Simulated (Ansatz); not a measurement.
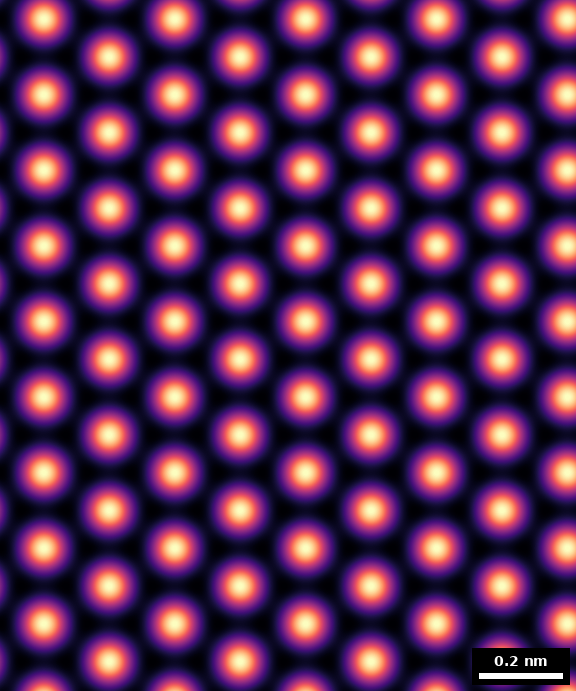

Integrated-DPC-like image of a crystal. Simulated as the projected potential of neutral atoms (B = 0.5 Å²) blurred by a 0.82 Å probe, the thin-sample limit of integrated differential phase contrast.

### Give the net of the columns and its spacings.

The pattern repeats on a hexagonal net with a repeat of 1.8 Å.

### What is the plane group of the image?

p6mm: sixfold points with mirror lines through them.

### How many columns does the smallest repeating cell hold, and how many levels of brightness?

1 column in the primitive cell of 2.9 Å², all of one brightness.

The crystal is Co (Pm-3m, No. 221) seen along [111]. Model: the end point of a relaxation with DFT, m-r2SCAN, plane waves (500 eV) with PAW, scalar-relativistic (Ansatz); the starting structure was generated, so it need not be a known form of this composition.
